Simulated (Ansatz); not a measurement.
# Fermi surface of Sb (space group P2_1/m, No. 11)

Input file:

```yaml
crystal:
  lattice:
    - [3.122402, 0.0, 0.0]
    - [0.0, 4.347518, 0.0]
    - [-0.038915, 0.0, 4.405852]
  atoms:
    - { symbol: Sb, position: [0.988611, 0.75, 0.758834] }
    - { symbol: Sb, position: [0.011389, 0.25, 0.241166] }
basis:
  ecutwfc: 420
kpoints:
  mp_grid: { grid: [12, 10, 10] }
hamiltonian:
  xc: pbe
scf:
  occupations: { method: gaussian, width: 0.05 }
output:
  forces: true
  eigenvalues: true
  eigenstates:
    nscf_kmesh: { grid: [18, 14, 14] }
    top_band: c6
    de_dk: true
    localisation: false
  stress: true
checkpoint:
  write: ck
  compress: false
  write_wavefunctions: false
  write_every: 100000
```

Run with:

```sh
ansatz run input.yaml --threads 1 --pin off --max-ram 3072MiB --backend cpu --events-out ev --progress --plain --runs-dir out
```

The calculation used Ansatz 0.2.0, DFT PBE, scalar-relativistic, plane waves, PAW; levels and slopes on a dense k mesh at the converged density. No spin polarisation. The levels come from a k mesh of 18×14×14 points. Cell and positions as given, without relaxation. The cell comes from a database of computed structures, not from a measurement.

Part 1: The sheets

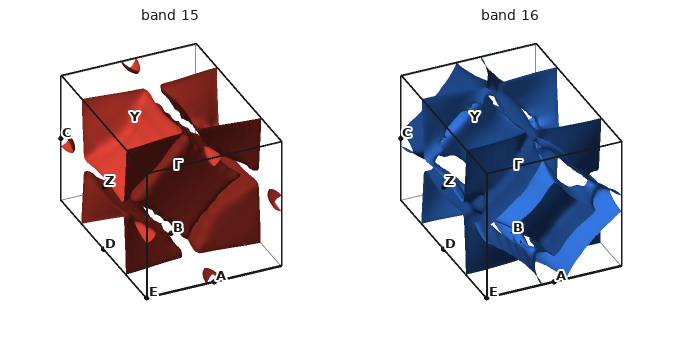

Fermi surface of this crystal. Each panel holds one band. The brighter face of a sheet looks towards empty states.

Question: Summarise the topology of this Fermi surface.

Answer: Two bands cross the Fermi level; this is a three-dimensional metal.

Band 15: one hole pocket centred at D (22 % of the zone), one hole pocket centred at Γ (9.3 % of the zone), one hole pocket centred at C, no more than about three mesh steps wide (0.20 % of the zone) and one hole pocket centred at A, no more than about three mesh steps wide (0.16 % of the zone).
Band 16: an open network that joins neighbouring zones in all directions (the band is filled at Z, B, Y and E and empty at Γ, C, D and A).
A pocket cut by a face of the zone is counted once with the part on the opposite face.
The shape of the surface of band 15 changes its kind within 0.08 eV of this level, so small parts may appear, vanish, join or separate.

Question: How large are the density of states and the plasma frequency?

Answer: The density of states at the Fermi level is 1.0 states/eV per primitive cell. The intraband plasma frequencies along the cartesian axes x, y and z of the cell as given are 9.2, 7.8 and 7.7 eV.

Part 2: Speeds

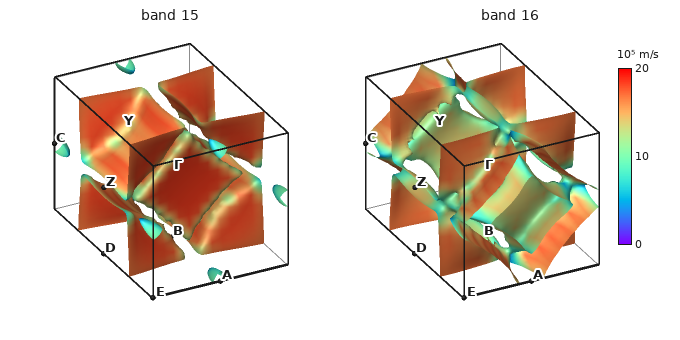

Fermi surface of this crystal, coloured by the Fermi speed.

Question: How fast are the electrons on each sheet?

Answer: Band 15: 8.6 to 18 × 10⁵ m/s over most of the sheet, 15 × 10⁵ m/s on average over states. Band 16: 7.6 to 17 × 10⁵ m/s over most of the sheet, 13 × 10⁵ m/s on average over states.

Question: Which of these bands adds most to the density of states at the Fermi level?

Answer: Band 16, with 0.59 of 1.0 states/eV per cell.

Part 3: Nesting

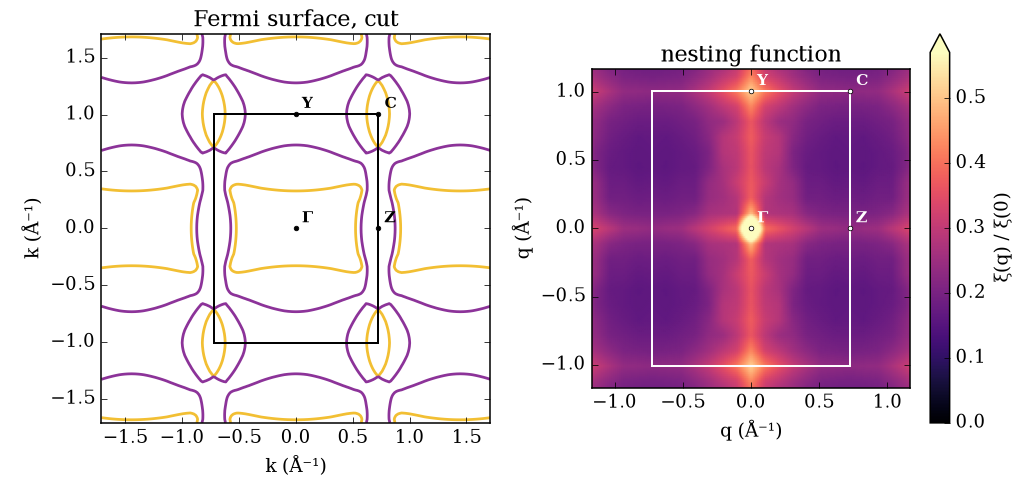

This crystal: a cut of the Fermi surface and the nesting function ξ(q) = Σ δ(ε_k) δ(ε_k+q) over all sheets (each δ a Gaussian as wide as the level changes between mesh points, at least 0.03 eV; heights depend on it), both in the plane through Γ, Z and Y.

Question: Where is the strongest nesting away from q = 0?

Answer: The highest maximum lies at Y, at q = (−0.50, 0.00, 0.00) in units of the primitive reciprocal vectors. It reaches 0.52 of the value at q = 0, against a mean of 0.24. A peak of ξ alone doesn't prove an instability there.

Part 4: Cuts and bands

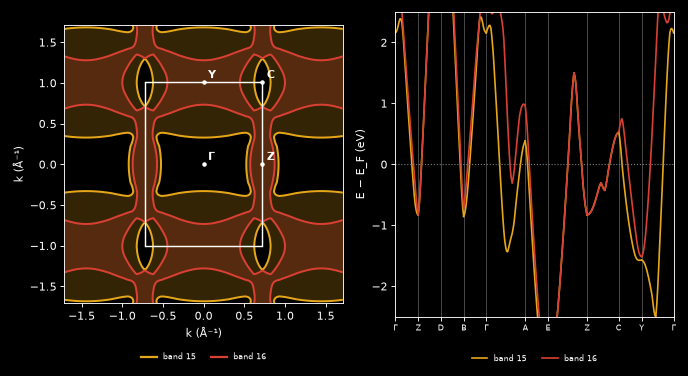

This crystal: cut through the Fermi surface in the plane through Γ, Z and Y, filled states shaded, and the bands that cross the Fermi level.

Question: For each band, read its level at the labelled points (eV from the Fermi level).

Answer:
| band | Γ | Z | B | Y | C | D |
| --- | --- | --- | --- | --- | --- | --- |
| band 15 | +2.16 | −0.83 | −0.85 | −1.57 | +0.53 | above |
| band 16 | above | −0.83 | −0.71 | −1.51 | +0.53 | above |

Negative values are filled states; "above" and "below" lie outside the plotted window.

Spin-orbit coupling is left out; with Sb it can split, shift or remove sheets. The mesh is coarse (steps of 0.11 Å⁻¹). Necks and pockets thinner than about two mesh steps aren't resolved, so separate pockets may in truth be joined.

Cost: 75 s on 1 thread of Arm Neoverse V1, with other jobs on the host, peak memory 0.82 GiB.
